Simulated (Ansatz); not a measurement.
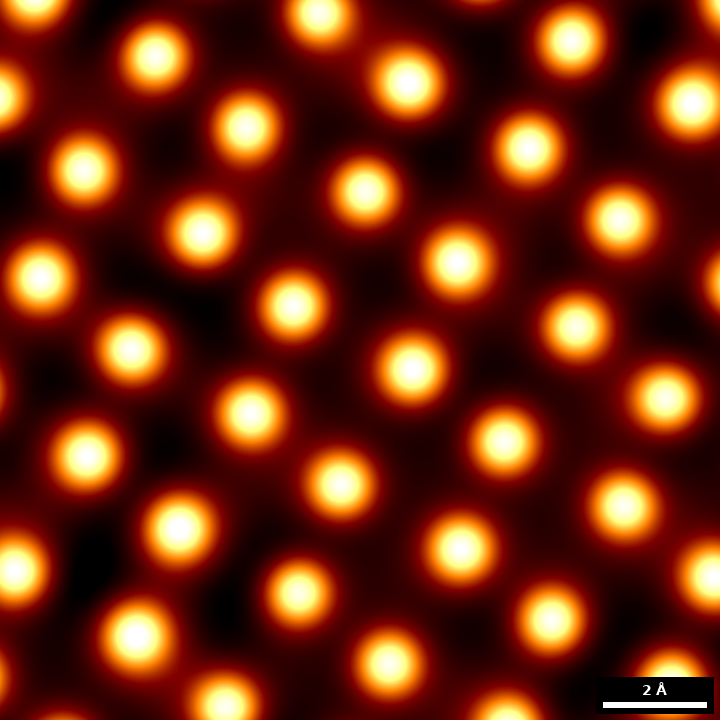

An image along [100] of one of the structures below (computed or model cells, partly hypothetical, each in its standard cell). Simulated as the projected potential of neutral atoms (B = 0.5 Å²) blurred by a 0.84 Å probe, the thin-sample limit of integrated differential phase contrast. The speckle of an amorphous layer was added.

A. Ir
Space group Im-3m (No. 229). a = 3.088 Å, b = 3.088 Å, c = 3.088 Å, α = 90.00°, β = 90.00°, γ = 90.00°
```
atom  site  symmetry       x       y       z
  Ir    2a      m-3m  0.0000  0.0000  0.0000
```

B. Ir
Space group P6_3/mmc (No. 194). a = 2.738 Å, b = 2.738 Å, c = 8.952 Å, α = 90.00°, β = 90.00°, γ = 120.00°
```csv
atom,site,symmetry,x,y,z
Ir,2a,-3m.,0.0000,0.0000,0.0000
Ir,2c,-6m2,0.3333,0.6667,0.2500
```

C. Ir
Space group Fd-3m:1 (No. 227). a = 5.527 Å, b = 5.527 Å, c = 5.527 Å, α = 90.00°, β = 90.00°, γ = 90.00°
| atom | site | symmetry | x | y | z |
| --- | --- | --- | --- | --- | --- |
| Ir | 8b | -43m | 0.2500 | 0.2500 | 0.7500 |

D. Ir
Space group Cmcm (No. 63). a = 2.681 Å, b = 6.549 Å, c = 3.601 Å, α = 90.00°, β = 90.00°, γ = 90.00°
```csv
atom,site,symmetry,x,y,z
Ir,4c,m2m,0.0000,0.3525,0.7500
```

**Which structure was imaged?**

D, Ir. Along [100] the projected cells are A 2.18 × 2.18 Å, 90°; B 2.37 × 8.95 Å, 90°; C 1.95 × 1.95 Å, 90°; D 3.27 × 3.60 Å, 90°. The image repeats as D does.

Structure D: coordinates from a relaxation with Ansatz, DFT, PBE, plane waves (420 eV) with PAW, scalar-relativistic; the starting structure was generated, so it need not be a known form of this composition.
